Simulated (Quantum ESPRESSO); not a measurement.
# hBN, 2 layers, AA' stacking, stepped through the field along the normal, part 3 of 4

What law, if any, do the results for hBN, 2 layers, AA' stacking follow against the field along the normal?

Quantum ESPRESSO 7.5; plane-wave DFT, PBE, GBRV ultrasoft pseudopotentials.

So far. Step 2 (Variable-cell relaxation of the reference):  The last row is no step: it is a fresh SCF in the final cell with a new plane-wave basis, +0 meV from the row before.

## Step 5: Band structure, 0 V/Å

Bands along a path place the edges.

Contents of m0.bands.in:

```
&control
  prefix = 'm0.bands'
  outdir = './out'
  pseudo_dir = './pseudo'
  calculation = 'bands'
  tefield = .true.
  dipfield = .true.
/
&system
  ibrav = 0
  nat = 4
  ntyp = 2
  ecutwfc = 40
  ecutrho = 200
  occupations = 'smearing'
  smearing = 'fd'
  degauss = 0.002
  edir = 3
  emaxpos = 0.97
  eopreg = 0.04
  eamp = 0.0
  nbnd = 14
/
&electrons
  conv_thr = 1e-07
  mixing_beta = 0.4
  electron_maxstep = 120
  mixing_mode = 'local-TF'
/
ATOMIC_SPECIES
  N   14.0070  n_pbe_v1.2.uspp.F.UPF
  B   10.8100  b_pbe_v1.4.uspp.F.UPF
CELL_PARAMETERS angstrom
  2.50673188100000 0.00000000000000 0.00000000000000
  -1.25336594100000 2.17089349000000 0.00000000000000
  0.00000000000000 0.00000000000000 20.20000000000000
ATOMIC_POSITIONS crystal
  N   0.666666666700 0.333333333300 0.416553745500
  B   0.333333333300 0.666666666700 0.416629914100
  N   0.333333333300 0.666666666700 0.583446254500
  B   0.666666666700 0.333333333300 0.583370085900
K_POINTS crystal_b
4
  0.0000000000 0.0000000000 0.0000000000 10
  0.5000000000 0.0000000000 0.0000000000 10
  0.3333333333 0.3333333333 0.0000000000 10
  0.0000000000 0.0000000000 0.0000000000 1
```

Started as:

```
$ cp -r out/m0.scf.save out/m0.bands.save
$ cp out/m0.scf.xml out/m0.bands.xml
$ OMP_NUM_THREADS=1 mpirun -n 2 pw.x -nk 2 -in m0.bands.in > m0.bands.out
```

Output:

```text
[banner, memory and clock lines left out]
Program PWSCF v.7.5 starts

          URL

     Presently no symmetry can be used with electric field

     Atomic positions and unit cell read from directory:
     ./out/m0.bands.save/

     G-vector sticks info

     bravais-lattice index     =            0
     lattice parameter (alat)  =       4.7370  a.u.
     unit-cell volume          =     741.8129 (a.u.)^3
     number of atoms/cell      =            4
     number of atomic types    =            2
     number of electrons       =        16.00
     number of Kohn-Sham states=           14
     kinetic-energy cutoff     =      40.0000  Ry
     charge density cutoff     =     200.0000  Ry
     Exchange-correlation=  SLA  PW   PBX  PBC
                           (   1   4   3   4   0   0   0)

     celldm(1)=   4.737037  celldm(2)=   0.000000  celldm(3)=   0.000000
     celldm(4)=   0.000000  celldm(5)=   0.000000  celldm(6)=   0.000000

     crystal axes: (cart. coord. in units of alat)
               a(1) = (   1.000000   0.000000   0.000000 )
               a(2) = (  -0.500000   0.866025   0.000000 )
               a(3) = (   0.000000   0.000000   8.058301 )

     reciprocal axes: (cart. coord. in units 2 pi/alat)
               b(1) = (  1.000000  0.577350 -0.000000 )
               b(2) = (  0.000000  1.154701  0.000000 )
               b(3) = (  0.000000 -0.000000  0.124096 )

     PseudoPot. # 1 for N  read from file:
     ./pseudo/n_pbe_v1.2.uspp.F.UPF
     Pseudo is Ultrasoft + core correction, Zval =  5.0
     Generated by new atomic code, or converted to UPF format
     Using radial grid of  729 points,  4 beta functions with:
                l(1) =   0
                l(2) =   0
                l(3) =   1
                l(4) =   1
     Q(r) pseudized with  8 coefficients,  rinner =    0.900   0.900   0.900

     PseudoPot. # 2 for B  read from file:
     ./pseudo/b_pbe_v1.4.uspp.F.UPF
     Pseudo is Ultrasoft + core correction, Zval =  3.0
     Generated by new atomic code, or converted to UPF format
     Using radial grid of  781 points,  4 beta functions with:
                l(1) =   0
                l(2) =   0
                l(3) =   1
                l(4) =   1
     Q(r) pseudized with  8 coefficients,  rinner =    1.100   1.100   1.100

     atomic species   valence    mass     pseudopotential
     N                 5.00    14.00700     N ( 1.00)
     B                 3.00    10.81000     B ( 1.00)

     No symmetry found

   Cartesian axes

     site n.     atom                  positions (alat units)
         1        N      tau(   1) = (   0.5000000   0.2886751   3.3567155  )
         2        B      tau(   2) = (  -0.0000000   0.5773503   3.3573292  )
         3        N      tau(   3) = (  -0.0000000   0.5773503   4.7015855  )
         4        B      tau(   4) = (   0.5000000   0.2886751   4.7009717  )

     number of k points=    31  Fermi-Dirac smearing, width (Ry)=  0.0020
                       cart. coord. in units 2pi/alat
        k(    1) = (   0.0000000   0.0000000   0.0000000), wk =   0.0645161
        k(    2) = (   0.0500000   0.0288675   0.0000000), wk =   0.0645161
        k(    3) = (   0.1000000   0.0577350   0.0000000), wk =   0.0645161
        k(    4) = (   0.1500000   0.0866025   0.0000000), wk =   0.0645161
        k(    5) = (   0.2000000   0.1154701   0.0000000), wk =   0.0645161
        k(    6) = (   0.2500000   0.1443376   0.0000000), wk =   0.0645161
        k(    7) = (   0.3000000   0.1732051   0.0000000), wk =   0.0645161
        k(    8) = (   0.3500000   0.2020726   0.0000000), wk =   0.0645161
        k(    9) = (   0.4000000   0.2309401   0.0000000), wk =   0.0645161
        k(   10) = (   0.4500000   0.2598076   0.0000000), wk =   0.0645161
        k(   11) = (   0.5000000   0.2886751   0.0000000), wk =   0.0645161
        k(   12) = (   0.4833333   0.3175426   0.0000000), wk =   0.0645161
        k(   13) = (   0.4666667   0.3464102   0.0000000), wk =   0.0645161
        k(   14) = (   0.4500000   0.3752777   0.0000000), wk =   0.0645161
        k(   15) = (   0.4333333   0.4041452   0.0000000), wk =   0.0645161
        k(   16) = (   0.4166667   0.4330127   0.0000000), wk =   0.0645161
        k(   17) = (   0.4000000   0.4618802   0.0000000), wk =   0.0645161
        k(   18) = (   0.3833333   0.4907477   0.0000000), wk =   0.0645161
        k(   19) = (   0.3666667   0.5196152   0.0000000), wk =   0.0645161
        k(   20) = (   0.3500000   0.5484828   0.0000000), wk =   0.0645161
        k(   21) = (   0.3333333   0.5773503   0.0000000), wk =   0.0645161
        k(   22) = (   0.3000000   0.5196152   0.0000000), wk =   0.0645161
        k(   23) = (   0.2666667   0.4618802   0.0000000), wk =   0.0645161
        k(   24) = (   0.2333333   0.4041452   0.0000000), wk =   0.0645161
        k(   25) = (   0.2000000   0.3464102   0.0000000), wk =   0.0645161
        k(   26) = (   0.1666667   0.2886751   0.0000000), wk =   0.0645161
        k(   27) = (   0.1333333   0.2309401   0.0000000), wk =   0.0645161
        k(   28) = (   0.1000000   0.1732051   0.0000000), wk =   0.0645161
        k(   29) = (   0.0666667   0.1154701   0.0000000), wk =   0.0645161
        k(   30) = (   0.0333333   0.0577350   0.0000000), wk =   0.0645161
        k(   31) = (   0.0000000   0.0000000   0.0000000), wk =   0.0645161

     Dense  grid:    35583 G-vectors     FFT dimensions: (  24,  24, 180)

     Smooth grid:    25509 G-vectors     FFT dimensions: (  20,  20, 160)

     The potential is recalculated from file :
     ./out/m0.bands.save/charge-density

     negative rho (up, down):  2.661E-04 0.000E+00

     Adding external electric field

     Computed dipole along edir(3) :
        Dipole                0.0000 Ry au,          0.0000 Debye
        Dipole field          0.0000 Ry au,

        Potential amp.       -0.0000 Ry
        Total length         36.6456 bohr

     Starting wfcs are   16 randomized atomic wfcs

     Band Structure Calculation
     Davidson diagonalization with overlap

     ethr =  6.25E-10,  avg # of iterations = 43.5

     End of band structure calculation

          k = 0.0000 0.0000 0.0000 (  3173 PWs)   bands (ev):

   -20.0659 -19.9339  -8.0743  -7.0951  -3.7199  -3.7199  -3.7038  -3.7038
     2.3982   2.8713   3.3305   4.5113   4.7982   6.5162

          k = 0.0500 0.0289 0.0000 (  3183 PWs)   bands (ev):

   -20.0175 -19.8862  -8.0084  -7.0324  -3.9261  -3.9115  -3.8165  -3.7997
     2.4823   2.9493   3.4115   4.5894   4.8759   6.5710

          k = 0.1000 0.0577 0.0000 (  3183 PWs)   bands (ev):

   -19.8730 -19.7440  -7.8118  -6.8455  -4.5034  -4.4905  -4.0835  -4.0650
     2.7283   3.1810   3.6528   4.8212   5.0997   6.7216

          k = 0.1500 0.0866 0.0000 (  3158 PWs)   bands (ev):

   -19.6353 -19.5101  -7.4877  -6.5391  -5.3535  -5.3401  -4.4659  -4.4452
     3.1250   3.5605   4.0502   5.1989   5.4415   6.9183

          k = 0.2000 0.1155 0.0000 (  3164 PWs)   bands (ev):

   -19.3100 -19.1903  -7.0455  -6.3958  -6.3503  -6.0920  -4.9014  -4.8786
     3.6636   4.0763   4.5997   5.7037   5.8270   7.0582

          k = 0.2500 0.1443 0.0000 (  3130 PWs)   bands (ev):

   -18.9065 -18.7942  -7.4729  -7.4491  -6.4722  -5.5831  -5.3372  -5.3125
     4.3355   4.6849   5.2919   5.9508   6.2289   7.1617

          k = 0.3000 0.1732 0.0000 (  3154 PWs)   bands (ev):

   -18.4412 -18.3387  -8.5608  -8.5292  -5.8198  -5.7340  -5.7079  -4.9771
     5.0132   5.1237   5.3931   6.1649   6.2484   7.3829

          k = 0.3500 0.2021 0.0000 (  3172 PWs)   bands (ev):

   -17.9429 -17.8535  -9.5753  -9.5390  -6.0648  -6.0377  -5.0999  -4.3254
     4.2061   4.6139   5.9849   6.7931   7.1256   7.7865

          k = 0.4000 0.2309 0.0000 (  3186 PWs)   bands (ev):

   -17.4630 -17.3916 -10.4352 -10.3981  -6.3119  -6.2841  -4.3758  -3.6986
     3.2049   3.7410   6.7521   7.4108   8.1224   8.2413

          k = 0.4500 0.2598 0.0000 (  3174 PWs)   bands (ev):

   -17.0891 -17.0411 -11.0347 -11.0018  -6.4642  -6.4359  -3.7729  -3.2212
     2.4328   3.0495   7.1801   7.5165   9.1425   9.3358

          k = 0.5000 0.2887 0.0000 (  3188 PWs)   bands (ev):

   -16.9403 -16.9087 -11.2541 -11.2252  -6.5156  -6.4872  -3.5173  -3.0427
     2.1343   2.7773   7.2910   7.5227  10.1671  10.5101

          k = 0.4833 0.3175 0.0000 (  3194 PWs)   bands (ev):

   -16.9295 -16.8980 -11.2414 -11.2122  -6.5812  -6.5524  -3.5002  -3.0284
     2.1420   2.7772   7.3798   7.6180  10.1872  10.5290

          k = 0.4667 0.3464 0.0000 (  3182 PWs)   bands (ev):

   -16.8977 -16.8666 -11.2032 -11.1734  -6.7709  -6.7411  -3.4495  -2.9863
     2.1639   2.7759   7.6366   7.8952  10.2470  10.5784

          k = 0.4500 0.3753 0.0000 (  3190 PWs)   bands (ev):

   -16.8462 -16.8159 -11.1398 -11.1089  -7.0654  -7.0343  -3.3666  -2.9182
     2.1969   2.7702   8.0344   8.3302  10.3438  10.6440

          k = 0.4333 0.4041 0.0000 (  3176 PWs)   bands (ev):

   -16.7775 -16.7484 -11.0518 -11.0192  -7.4383  -7.4058  -3.2541  -2.8280
     2.2358   2.7552   8.5317   8.8860  10.4670  10.7149

          k = 0.4167 0.4330 0.0000 (  3172 PWs)   bands (ev):

   -16.6953 -16.6681 -10.9403 -10.9053  -7.8602  -7.8269  -3.1161  -2.7214
     2.2738   2.7252   9.0761   9.5128  10.4300  10.7039

          k = 0.4000 0.4619 0.0000 (  3152 PWs)   bands (ev):

   -16.6052 -16.5805 -10.8070 -10.7687  -8.3016  -8.2686  -2.9588  -2.6068
     2.3034   2.6751   9.6108  10.0359  10.1619  10.8275

          k = 0.3833 0.4907 0.0000 (  3167 PWs)   bands (ev):

   -16.5144 -16.4933 -10.6561 -10.6130  -8.7324  -8.7019  -2.7914  -2.4968
     2.3195   2.6029   9.6635  10.0890  10.6600  10.8526

          k = 0.3667 0.5196 0.0000 (  3169 PWs)   bands (ev):

   -16.4324 -16.4165 -10.4976 -10.4468  -9.1183  -9.0942  -2.6270  -2.4085
     2.3229   2.5131   9.3525  10.4852  10.8645  10.9558

          k = 0.3500 0.5485 0.0000 (  3159 PWs)   bands (ev):

   -16.3713 -16.3623 -10.3585 -10.2958  -9.4088  -9.3972  -2.4843  -2.3639
     2.3255   2.4206   9.1576  10.7821  10.8886  11.0813

          k = 0.3333 0.5774 0.0000 (  3165 PWs)   bands (ev):

   -16.3445 -16.3445 -10.2999 -10.2282  -9.5211  -9.5211  -2.3874  -2.3874
     2.3511   2.3511   9.0929  10.8696  11.0286  11.0287

          k = 0.3000 0.5196 0.0000 (  3169 PWs)   bands (ev):

   -16.4670 -16.4431 -10.3682 -10.3195  -9.1976  -9.1858  -2.7077  -2.4317
     2.4139   2.5819   9.3153  10.1763  10.5152  11.3315

          k = 0.2667 0.4619 0.0000 (  3173 PWs)   bands (ev):

   -16.8255 -16.7748 -10.1907 -10.1656  -8.5944  -8.5737  -3.3735  -2.8585
     2.8814   3.1346   8.7862   9.3526   9.7175  10.1194

          k = 0.2333 0.4041 0.0000 (  3165 PWs)   bands (ev):

   -17.3572 -17.2832  -9.6599  -9.6508  -7.8822  -7.8579  -4.2310  -3.5532
     3.7030   3.9452   7.3849   8.0016   8.4721   9.5931

          k = 0.2000 0.3464 0.0000 (  3165 PWs)   bands (ev):

   -17.9580 -17.8661  -8.8580  -8.8580  -7.1053  -7.0800  -5.1278  -4.3434
     4.6812   4.8704   6.1142   6.8141   7.1268   8.3409

          k = 0.1667 0.2887 0.0000 (  3175 PWs)   bands (ev):

   -18.5453 -18.4399  -7.8809  -7.8770  -6.3026  -6.2761  -5.9652  -5.1115
     4.9978   5.1160   5.6998   6.0024   6.3240   7.3889

          k = 0.1333 0.2309 0.0000 (  3159 PWs)   bands (ev):

   -19.0675 -18.9520  -6.8327  -6.8046  -6.6629  -5.7926  -5.5106  -5.4869
     4.0868   4.4595   5.0240   6.0284   6.0651   7.1462

          k = 0.1000 0.1732 0.0000 (  3155 PWs)   bands (ev):

   -19.4946 -19.3717  -7.2956  -6.3602  -5.6970  -5.6947  -4.7977  -4.7782
     3.3638   3.7863   4.2893   5.4234   5.6380   7.0029

          k = 0.0667 0.1155 0.0000 (  3189 PWs)   bands (ev):

   -19.8092 -19.6812  -7.7249  -6.7630  -4.7124  -4.7036  -4.2236  -4.2062
     2.8363   3.2832   3.7597   4.9234   5.1966   6.7819

          k = 0.0333 0.0577 0.0000 (  3185 PWs)   bands (ev):

   -20.0013 -19.8703  -7.9865  -7.0115  -3.9906  -3.9772  -3.8497  -3.8334
     2.5101   2.9752   3.4385   4.6154   4.9015   6.5888

          k = 0.0000 0.0000 0.0000 (  3173 PWs)   bands (ev):

   -20.0659 -19.9339  -8.0743  -7.0951  -3.7199  -3.7199  -3.7038  -3.7038
     2.3982   2.8713   3.3305   4.5113   4.7982   6.5162

     XML data file, pseudopotentials, collected wavefunctions

                                        0.00s GPU  (     780 calls)
```

Run time: 11 s. Hardware: 2 MPI ranks of Arm Neoverse N1, shared host; peak memory 0.13 GiB.

This step gave:

```
valence top, on the run's zero       : -2.364 eV
conduction bottom, on the run's zero : 2.134 eV
gap by band count                    : 4.498 eV
```

Band numbers count within the set of bands kept for display. The electronic bands at the labelled points (eV, zero at the highest filled level of the SCF mesh; v1 is the highest filled band, c1 the lowest empty one):

| point | v4 | v3 | v2 | v1 | c1 | c2 | c3 | c4 |
| --- | --- | --- | --- | --- | --- | --- | --- | --- |
| Γ | -1.33 | -1.33 | -1.32 | -1.32 | 4.79 | 5.26 | 5.72 | 6.90 |
| M | -4.13 | -4.10 | -1.13 | -0.66 | 4.52 | 5.16 | 9.68 | 9.91 |
| K | -7.13 | -7.13 | 0.00 | 0.00 | 4.74 | 4.74 | 11.48 | 13.26 |
| Γ | -1.33 | -1.33 | -1.32 | -1.32 | 4.79 | 5.26 | 5.72 | 6.90 |

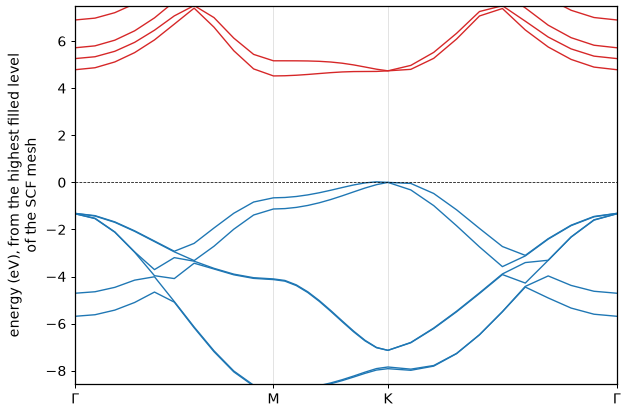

Electronic bands along the path; lines of filled and empty bands in two colours.

Along this path the valence top lies near K and the conduction bottom at M.

## Step 6: SCF with pw.x, 0.05 V/Å

Contents of m1.scf.in:

```
&control
  prefix = 'm1.scf'
  outdir = './out'
  pseudo_dir = './pseudo'
  calculation = 'scf'
  tprnfor = .true.
  tefield = .true.
  dipfield = .true.
/
&system
  ibrav = 0
  nat = 4
  ntyp = 2
  ecutwfc = 40
  ecutrho = 200
  occupations = 'smearing'
  smearing = 'fd'
  degauss = 0.002
  edir = 3
  emaxpos = 0.97
  eopreg = 0.04
  eamp = 0.00097235
  nbnd = 14
/
&electrons
  conv_thr = 1e-09
  mixing_beta = 0.4
  electron_maxstep = 120
  mixing_mode = 'plain'
  startingpot = 'file'
/
ATOMIC_SPECIES
  N   14.0070  n_pbe_v1.2.uspp.F.UPF
  B   10.8100  b_pbe_v1.4.uspp.F.UPF
CELL_PARAMETERS angstrom
  2.50673188100000 0.00000000000000 0.00000000000000
  -1.25336594100000 2.17089349000000 0.00000000000000
  0.00000000000000 0.00000000000000 20.20000000000000
ATOMIC_POSITIONS crystal
  N   0.666666666700 0.333333333300 0.416553745500
  B   0.333333333300 0.666666666700 0.416629914100
  N   0.333333333300 0.666666666700 0.583446254500
  B   0.666666666700 0.333333333300 0.583370085900
K_POINTS automatic
  12 12 1 0 0 0
```

Started as:

```
$ cp -r out/m0.scf.save out/m1.scf.save
$ OMP_NUM_THREADS=1 mpirun -n 2 pw.x -nk 2 -in m1.scf.in > m1.scf.out
```

Output:

```text
[banner, memory and clock lines left out]
Program PWSCF v.7.5 starts
[...]
number of electrons       =        16.00
     number of Kohn-Sham states=           14
     kinetic-energy cutoff     =      40.0000  Ry
     charge density cutoff     =     200.0000  Ry
[...]
number of k points=    74  Fermi-Dirac smearing, width (Ry)=  0.0020
[...]
Dense  grid:    35583 G-vectors     FFT dimensions: (  24,  24, 180)
[...]
The initial density is read from file :
[...]
negative rho (up, down):  2.661E-04 0.000E+00
[...]
Starting wfcs are   16 randomized atomic wfcs
[...]
negative rho (up, down):  2.661E-04 0.000E+00
[...]
estimated scf accuracy    <       0.00007703 Ry
[...]
negative rho (up, down):  2.661E-04 0.000E+00
[...]
estimated scf accuracy    <       0.00000546 Ry
[...]
negative rho (up, down):  2.661E-04 0.000E+00
[...]
estimated scf accuracy    <       0.00000007 Ry
[...]
negative rho (up, down):  2.661E-04 0.000E+00
[...]
estimated scf accuracy    <          9.9E-09 Ry
[...]
negative rho (up, down):  2.661E-04 0.000E+00
[...]
Computed dipole along edir(3) :
        Dipole                0.0118 Ry au,          0.0301 Debye
        Dipole field          0.0002 Ry au,
        E field amplitude [Ha a.u.]:  9.7235E-04
        Potential amp.        0.0566 Ry
        Total length         36.6456 bohr
[...]
the Fermi energy is    -0.4828 ev
!    total energy              =     -53.44253064 Ry
     estimated scf accuracy    <          4.3E-10 Ry
     smearing contrib. (-TS)   =       0.00000000 Ry
     internal energy E=F+TS    =     -53.44253064 Ry
[...]
one-electron contribution =    -535.27311608 Ry
     hartree contribution      =     271.79527448 Ry
     xc contribution           =     -16.95035248 Ry
     ewald contribution        =     226.98568408 Ry
     electric field correction =      -0.00002064 Ry
     convergence has been achieved in   5 iterations
     negative rho (up, down):  2.661E-04 0.000E+00
[...]
Total force =     0.003503     Total SCF correction =     0.000041
[...]
```

Elapsed: 29 s, on 2 MPI ranks; peak memory 0.19 GiB.

Numbers from this step:

```
free energy                          : -727.1227 eV
Fermi energy                         : -0.4828 eV
dipole along the normal              : 0.006267 e·Å
valence top, on the run's zero       : -2.347 eV
conduction bottom, on the run's zero : 2.141 eV
gap by band count                    : 4.488 eV
```

(Continued in part 4 of 4.)

[Logs are printed without paths, hosts, clocks, repeated set-up lines and the standing remarks that a program may print on its own settings, such as how far it seeks lower states.]

[Hosts, paths, dates, database ids (printed as entryN), source tags and the programs' standing remarks are cut or masked in the printed files.]

[Maps of the electrostatic potential energy from Ansatz leave out the sawtooth potential of an applied field or a dipole correction, so their vacuum need not be flat; planar profiles and work functions include it.]
